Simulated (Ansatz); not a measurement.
## Electronic structure of SnSe3 in real space

The calculation's input:

```
crystal:
  lattice:
    - [4.5358829795, 0.0, 0.0]
    - [0.0, 4.5358829795, 0.0]
    - [0.0, 0.0, 4.5358829795]
  atoms:
    - { symbol: Sn, position: [0.0, 0.0, 0.0] }
    - { symbol: Se, position: [0.0, 0.5, 0.5] }
    - { symbol: Se, position: [0.5, 0.0, 0.5] }
    - { symbol: Se, position: [0.5, 0.5, 0.0] }
basis:
  ecutwfc: 420
kpoints:
  mp_grid: { grid: [10, 10, 10] }
hamiltonian:
  xc: pbe
scf:
  occupations: { method: gaussian, width: 0.1 }
output:
  forces: true
  stress: true
  eigenvalues: true
  write_density: true
  write_potential: true
  elf: true
  volumetric_format: npy
relax:
  adjacent_minimum: "off"
  f_tol: 0.01
  max_steps: 80
  cell: { stress_tol: 0.05 }
```

Command:

```sh
ansatz run input.yaml --threads 1 --pin off --max-ram 2560MiB --backend cpu --events-out ev --progress --plain --runs-dir out
```

Below, planes, directions and counts refer to the conventional cell (a = 4.52 Å, b = 4.52 Å, c = 4.52 Å, α = 90.00°, β = 90.00°, γ = 90.00°).

The fields are those of the run's last geometry, not of the input's.

Space group Pm-3m; a structure generated by program, which may or may not match a known phase.

Method: Ansatz 0.2.0, DFT PBE, scalar-relativistic, plane waves, PAW.

The density is the valence pseudo-density of a PAW calculation; it isn't the true density close to the nuclei.

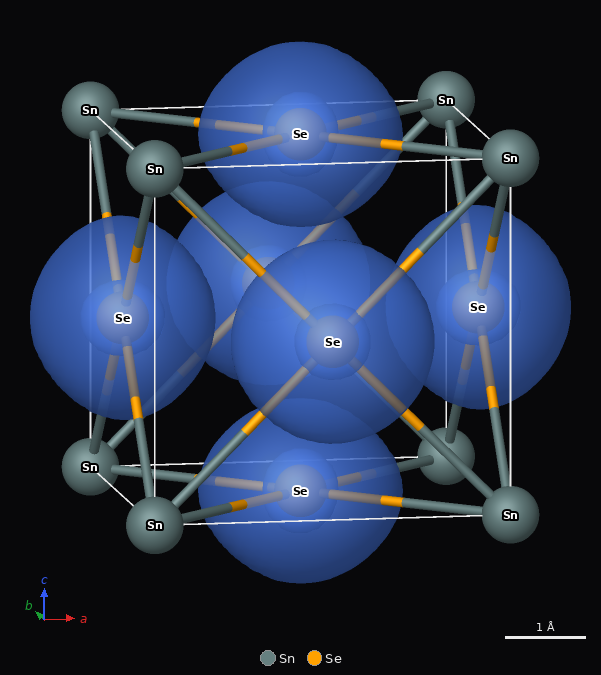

Figure 1. Isosurface of the ELF at 0.6 (blue), seen slightly off an axis. Core shells and regions of very low density are left out. Sticks mark near contacts.

**What do the ELF domains correspond to?**

The surface consists of three regions wrapped around Se (the valence shell of each), counted in one cell of 4 atoms. Regions shared between cells count once.


Sn–Se (3.20 Å): the ELF is about 0.25 at the midpoint.

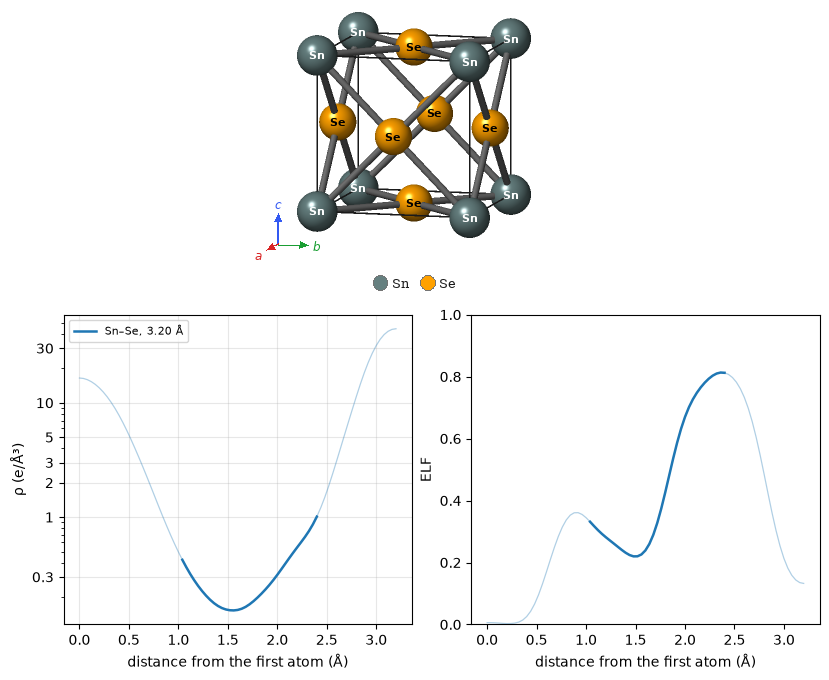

Figure 2. Valence electron density and electron localisation function along straight lines between neighbouring atoms. Thin, pale parts lie inside the atomic spheres. The structure is drawn too.

**What can be read from the curves?**

Sn–Se (3.20 Å): ρ is about 0.15 e/Å³ halfway; the ELF is about 0.25 at the midpoint.

**Does the calculation make it a metal, or give it a gap?**

It is gapless in this calculation (a metal or semimetal).
